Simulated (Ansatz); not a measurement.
# From LDA to G0W0: BaH2 (Pnma), part 2 of 3

How far does one-shot GW move the LDA gap of BaH2 (Pnma)?

Ansatz 0.2.0; LDA, then G0W0 on it, plane waves, PAW. Known limits of the many-body steps: finite bands, screening cutoff and k mesh; no spin-orbit coupling in G0W0.

So far. Step 2 (Bands along the symmetry lines): Over mesh and path the gap is 2.630 eV, from k = (0.250, 0.000, 0.000) to k = (0.500, 0.350, 0.000). The least direct gap found is 3.170 eV, at k = (-0.500, 0.333, 0.000). On the 4×6×4 mesh alone the same run gives 2.633 eV, so that mesh misses an edge of LDA: 2.633 − 2.630 = +0.003 eV.

## Step 3: One-shot GW

G0W0 replaces the xc potential by a self-energy built once from the orbitals of the start. Levels are corrected in the window of bands that the input names, at points of the mesh.

This step: G0W0 on LDA, plane waves, PAW; PAW set soft_1.

File input.yaml:

```yaml
crystal:
  lattice:
    - [6.792, 0.0, 0.0]
    - [0.0, 4.168, 0.0]
    - [0.0, 0.0, 7.858]
  atoms:
    - { symbol: Ba, position: [0.26029, 0.25, 0.88863] }
    - { symbol: Ba, position: [0.23971, 0.75, 0.38863] }
    - { symbol: Ba, position: [0.76029, 0.25, 0.61137] }
    - { symbol: Ba, position: [0.73971, 0.75, 0.11137] }
    - { symbol: H, position: [0.043, 0.25, 0.174] }
    - { symbol: H, position: [0.457, 0.75, 0.674] }
    - { symbol: H, position: [0.543, 0.25, 0.326] }
    - { symbol: H, position: [0.957, 0.75, 0.826] }
    - { symbol: H, position: [0.646, 0.25, 0.9135] }
    - { symbol: H, position: [0.854, 0.75, 0.4135] }
    - { symbol: H, position: [0.146, 0.25, 0.5865] }
    - { symbol: H, position: [0.354, 0.75, 0.0865] }
kpoints:
  mp_grid: { grid: [2, 4, 2] }
hamiltonian:
  xc: lda
  pseudopotentials: { kind: paw, azcp: { folder: soft_1 }, xc_functional: pbe }
scf:
  occupations: { method: fixed }
gw:
  n_empty_bands: 1022
  ecut_chi: 160.0
  qp_bands: [v4, c4]
  qp_kpoints: band_edges
  screening: { model: contour_deformation }
```

Launch:

```sh
> ansatz run input.yaml --threads 3 --pin off --max-ram 92160MiB --backend cuda --events-out ev --progress --plain --runs-dir out --devices 1 --max-vram 13GiB
```

Numbers of over 12 decimals in the logs are rounded to 6 here.

The log of the run:

```text
GPUs: using 1 of 1 available (devices: 1).
[...]
GPU FFT provider: cuFFT
GPU libraries: cuBLAS 13.8.2, cuFFT 12.4.0, cuSOLVER 12.3.4
Crystal: 12 atoms, lattice volume = 222.453 Å³
Basis set: ecut = 420 eV, 4329 PW (Γ)
Bands: 36, of which v1, the nominal top of the filled ones, is band 24 counted from 1 (23 counted from 0)
Symmetry: 8 space group operations
[...]
k-points: 12 of 16
[...]
GPU buffer pool allocated for 77760 grid points (all kernels)
[...]
SCF iter   1: F=—  HF=-23251.744785 eV  |F-HF|=—  |Δ(HF+E_count)|=         —  Δρ=4.17e-2  dr2=4.76e0  ethr=3.10e-3  ⟨swp⟩=4.3  Hψ=1571  notcnv=0  defer=105
[...]
SCF iter   7: F=-23250.178887 eV  HF=-23250.178887 eV  |F-HF|=7.06e-10  |Δ(HF+E_count)|=   1.55e-7  Δρ=1.56e-6  dr2=6.61e-9  ethr=2.08e-10  ⟨swp⟩=12.8  Hψ=2426  notcnv=0
SCF 1 converged in 7 iterations: F = -23250.178887 eV  dr2 = 6.61e-9
[...]
NSCF: frozen V_eff on 12 k-points
the band table was solved once the SCF had ended and its energy, with any forces and stress, was formed, with the checks that follow a solve (1837 applications of the Hamiltonian). They found nothing against the state; the energy, forces and stress were not computed again (output.eigenvalues in the input reference)
[...]
G₀W₀ screening: q 1/12
[... further progress lines ...]
SCF converged after 7 iterations
Free energy (F): -23250.178887 eV
[...]
Internal energy: -23250.178887 eV  (E = F + TS)
E sigma→0 (E₀):  -23250.178887 eV
Fermi energy:    4.506944 eV
[...]
--- Band table (eV; the first three rows and the last of 12) ---
  k-point 0: bands = [... 20 lower, 3.7972, 3.9656, 4.3920, 4.5069, 7.8851, 8.1888, 8.4710, 8.8049, ... 8 higher]
  k-point 1: bands = [... 20 lower, 4.0287, 4.0287, 4.2791, 4.2791, 7.6680, 7.6680, 8.0635, 8.0635, ... 8 higher]
  k-point 2: bands = [... 20 lower, 3.7374, 3.9718, 4.0025, 4.0893, 7.6386, 7.8007, 8.3946, 8.6940, ... 8 higher]
  k-point 11: bands = [... 20 lower, 3.9546, 3.9546, 3.9546, 3.9546, 7.8340, 7.8340, 7.8340, 7.8340, ... 8 higher]
--- G₀W₀: contour deformation, 6 samples at zero and on the imaginary axis and 1 off it, 16 q-points, 1022 empty bands' worth ---
  eigenvalues of the whole cell's RPA ε∞ on this k-mesh (on a slab, of 1 + 4πα/V) = 3.9871, 4.3217, 4.4394; static W/v taken at q = 0 is 0.234576
  bands read: the sum over 1046 bands ends inside a degenerate multiplet in 2 slots, whose members it reads at an even weight; the widest, k=10: bands 1045 to 1048 (counted from 1) at 2/4 each
  gw.qp_kpoints: band_edges: 12 of 12 stored k-points solved, in 1 pass; an edge of the gap read off the rows below is read off those points alone
    ik  band        ε_KS         Σx   Σc(E_QP)       V_xc       Z   E_QP_lin       E_QP  E_QP is
     0    21      3.7972   -13.7507     2.1081   -10.5562  0.7372     2.6825     2.7108  root
     0    22      3.9656   -15.1589     2.1306   -11.9113  0.7485     2.8213     2.8486  root
     0    23      4.3920   -14.8043     2.0853   -11.5716  0.7472     3.2171     3.2446  root
     0    24      4.5069   -14.1809     1.8471   -11.2438  0.7500     3.3939     3.4169  root
     0    25      7.8851    -5.4129    -4.0851   -10.2505  0.7913     8.6473     8.6376  root
     0    26      8.1888    -5.6645    -4.0262   -10.3961  0.7891     8.9030     8.8942  root
     0    27      8.4710    -5.4713    -4.3639   -10.6433  0.7827     9.2926     9.2791  root
     0    28      8.8049    -5.5847    -4.3181   -10.7257  0.7848     9.6413     9.6277  root
     1    21      4.0287   -13.8194     2.0415   -10.6806  0.7404     2.9041     2.9314  root
     1    22      4.0287   -13.8194     2.0415   -10.6806  0.7404     2.9041     2.9314  root
     1    23      4.2791   -14.4018     1.9633   -11.3405  0.7490     3.1562     3.1811  root
     1    24      4.2791   -14.4018     1.9633   -11.3405  0.7490     3.1562     3.1811  root
     1    25      7.6680    -5.2570    -4.0203    -9.9947  0.7921     8.3938     8.3852  root
     1    26      7.6680    -5.2570    -4.0203    -9.9947  0.7921     8.3938     8.3852  root
     1    27      8.0635    -5.3207    -4.1305   -10.2157  0.7912     8.8384     8.8281  root
     1    28      8.0635    -5.3207    -4.1305   -10.2157  0.7912     8.8384     8.8281  root
     2    21      3.7374   -14.8347     2.1939   -11.5413  0.7441     2.6095     2.6380  root
     2    22      3.9718   -14.2885     2.0561   -11.1341  0.7448     2.8466     2.8735  root
     2    23      4.0025   -14.5153     2.1340   -11.2617  0.7438     2.8544     2.8828  root
     2    24      4.0893   -14.0654     2.0237   -10.9422  0.7440     2.9632     2.9898  root
     2    25      7.6386    -5.2457    -3.9067    -9.8455  0.7962     8.3390     8.3316  root
     2    26      7.8007    -5.0792    -4.0337    -9.8202  0.7918     8.5167     8.5080  root
     2    27      8.3946    -5.4560    -4.2470   -10.4652  0.7834     9.1685     9.1567  root
     2    28      8.6940    -5.2029    -4.3318   -10.3264  0.7819     9.4992     9.4857  root
     3    21      3.8139   -14.0791     2.1431   -10.8353  0.7398     2.6844     2.7132  root
     3    22      3.8139   -14.0791     2.1431   -10.8353  0.7398     2.6844     2.7132  root
     3    23      4.0320   -14.1687     2.0473   -11.0197  0.7441     2.9033     2.9302  root
     3    24      4.0320   -14.1687     2.0473   -11.0197  0.7441     2.9033     2.9302  root
     3    25      7.9788    -5.3000    -4.1013   -10.1373  0.7903     8.7245     8.7149  root
     3    26      7.9788    -5.3000    -4.1013   -10.1373  0.7903     8.7245     8.7149  root
     3    27      8.3860    -5.3248    -4.1546   -10.2262  0.7878     9.1433     9.1329  root
     3    28      8.3860    -5.3248    -4.1546   -10.2262  0.7878     9.1433     9.1329  root
     4    21      3.6738   -14.9222     2.2368   -11.5703  0.7431     2.5291     2.5587  root
     4    22      3.6738   -14.9222     2.2368   -11.5703  0.7431     2.5291     2.5587  root
     4    23      3.6870   -14.0831     2.2243   -10.7541  0.7366     2.5518     2.5823  root
     4    24      3.6870   -14.0831     2.2243   -10.7541  0.7366     2.5518     2.5823  root
     4    25      7.7310    -5.0926    -4.0296    -9.8296  0.7916     8.4470     8.4384  root
     4    26      7.7310    -5.0926    -4.0296    -9.8296  0.7916     8.4470     8.4384  root
     4    27      7.8119    -5.2225    -3.9433    -9.8652  0.7948     8.5190     8.5113  root
     4    28      7.8119    -5.2225    -3.9433    -9.8652  0.7948     8.5190     8.5113  root
[...]
10    25      7.5158    -5.1612    -3.9633    -9.8255  0.7938     8.2248     8.2168  root
    10    26      7.5158    -5.1612    -3.9633    -9.8255  0.7938     8.2248     8.2168  root
    10    27      7.5158    -5.1612    -3.9633    -9.8255  0.7938     8.2248     8.2168  root
    10    28      7.5158    -5.1612    -3.9633    -9.8255  0.7938     8.2248     8.2168  root
    11    21      3.9546   -14.7789     2.1440   -11.5147  0.7451     2.8061     2.8344  root
    11    22      3.9546   -14.7789     2.1440   -11.5147  0.7451     2.8061     2.8344  root
    11    23      3.9546   -14.7789     2.1440   -11.5147  0.7451     2.8061     2.8344  root
    11    24      3.9546   -14.7789     2.1440   -11.5147  0.7451     2.8061     2.8344  root
    11    25      7.8340    -5.3270    -3.9787    -9.9903  0.7905     8.5267     8.5186  root
    11    26      7.8340    -5.3270    -3.9787    -9.9903  0.7905     8.5267     8.5186  root
    11    27      7.8340    -5.3270    -3.9787    -9.9903  0.7905     8.5267     8.5186  root
    11    28      7.8340    -5.3270    -3.9787    -9.9903  0.7905     8.5267     8.5186  root
```

Run time: 51 s. Hardware: 1 × NVIDIA H100 80GB HBM3 (shared by 6 runs) with 3 threads of AMD EPYC 7R13 (Zen 3), shared host; peak memory 3.8 GiB; 86 s of CPU time.

This step gave:

```yaml
bands_summed: 1046
rpa_eps_infinity_on_this_mesh_eigenvalues: 3.987, 4.322, 4.439
plane_waves_in_the_screening_matrix: 1019
q_points_in_the_mesh: 16
g0w0_gap_over_the_corrected_points: 4.579 eV
k_of_the_valence_top: 0, 0, 0
k_of_the_conduction_bottom: -0.5, 0.25, 0
starting_gap_on_the_mesh: 2.797 eV
z_at_the_valence_top: 0.7500
z_at_the_conduction_bottom: 0.7959
least_direct_g0w0_gap_over_the_corrected_points: 5.043 eV
```

Over all 12 irreducible mesh points the G0W0 gap is 4.579 eV, from k = Γ to k = (-0.500, 0.250, 0.000). The LDA gap of this run on the mesh is 2.797 eV. The two states that bound the G0W0 gap lie that far apart at the start, so the correction of the gap is 4.579 − 2.797 = +1.782 eV. The start of this run differs from the step before in mesh (4×6×4 and 2×4×2).

Labels follow the order of the start: v1 is the top filled band, c1 the lowest empty one; levels that stay degenerate share a row, the window can cut a multiplet, doubted levels are not marked in this list, bands outside the window were not corrected, and the list may be a part of the corrected levels. Levels before and after the correction, in eV, zero at the valence-band top of each column:

```csv
,conduction bottom,valence top
Kohn-Sham,2.80,0.00
G0W0,4.58,0.00
```

```
                         level  occupation  energy (eV)
Kohn-Sham                 Γ v3           2       -0.541
Kohn-Sham                 Γ v2           2       -0.115
Kohn-Sham                 Γ v1           2        0.000
Kohn-Sham                 Γ c1           0        3.378
Kohn-Sham                 Γ c2           0        3.682
Kohn-Sham                 Γ c3           0        3.964
Kohn-Sham     (-0.5 0.25 0) v3           2       -0.629
Kohn-Sham  (-0.5 0.25 0) v2-v1           2       -0.431
Kohn-Sham  (-0.5 0.25 0) c1-c2           0        2.797
Kohn-Sham     (-0.5 0.25 0) c3           0        3.683
     G0W0                 Γ v3           2       -0.568
     G0W0                 Γ v2           2       -0.172
     G0W0                 Γ v1           2        0.000
     G0W0                 Γ c1           0        5.221
     G0W0                 Γ c2           0        5.477
     G0W0                 Γ c3           0        5.862
     G0W0     (-0.5 0.25 0) v3           2       -0.647
     G0W0  (-0.5 0.25 0) v2-v1           2       -0.464
     G0W0  (-0.5 0.25 0) c1-c2           0        4.579
     G0W0     (-0.5 0.25 0) c3           0        5.506
```

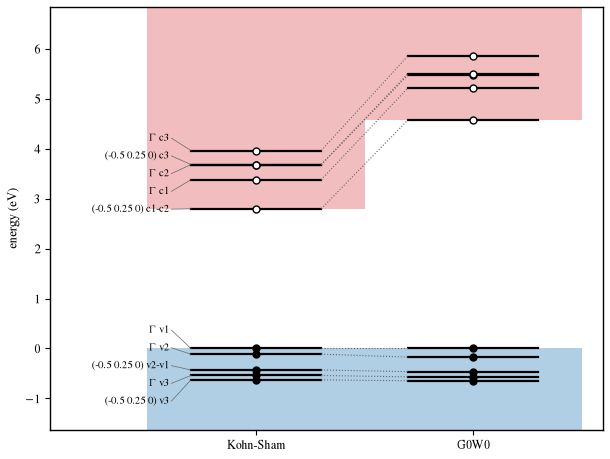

Levels before and after the correction. Shaded: valence and conduction bands. Filled marks are occupied levels, open marks empty ones.

The parts of the quasiparticle energy for the two states that bound the G0W0 gap, in eV on the run's own scale (QP = start + Σx + Σc − Vxc, with Σc at the quasiparticle energy):

| edge | k | band | start | Σx | Σc | Vxc | Z | QP |
| --- | --- | --- | --- | --- | --- | --- | --- | --- |
| valence top | Γ | 24 | 4.507 | −14.181 | 1.847 | −11.244 | 0.750 | 3.417 |
| conduction bottom | (-0.500, 0.250, 0.000) | 25 | 7.304 | −5.044 | −3.919 | −9.654 | 0.796 | 7.996 |

(Part 2 of 3 ends here.)

[Paths, hosts, dates, memory and timing lines, banners, echoed tables and standing remarks are left out of the program output.]

[Logs are printed without paths, hosts, clocks, repeated set-up lines and the standing remarks that a program may print on its own settings, such as how far it seeks lower states.]

[Runs of the session that timed out or met a known fault of the program may be left out.]

[Cells called generated may have been cut or substituted from an entry of the Crystallography Open Database or the Materials Project.]

[Hosts, paths, dates, database ids (printed as entryN), source tags and the programs' standing remarks are cut or masked in the printed files.]

[Where an RPA ε∞ is given, it is that of the G0W0 mesh and is not shown converged in it. Names of k-points follow the symmetry that the program found, which can be lower than the space group named. Band edges on a path are those of the sampled points; other points can move an edge, and change direct to indirect where valleys lie close.]

[Hybrid gaps are those of their k-mesh and are not shown converged in it.]
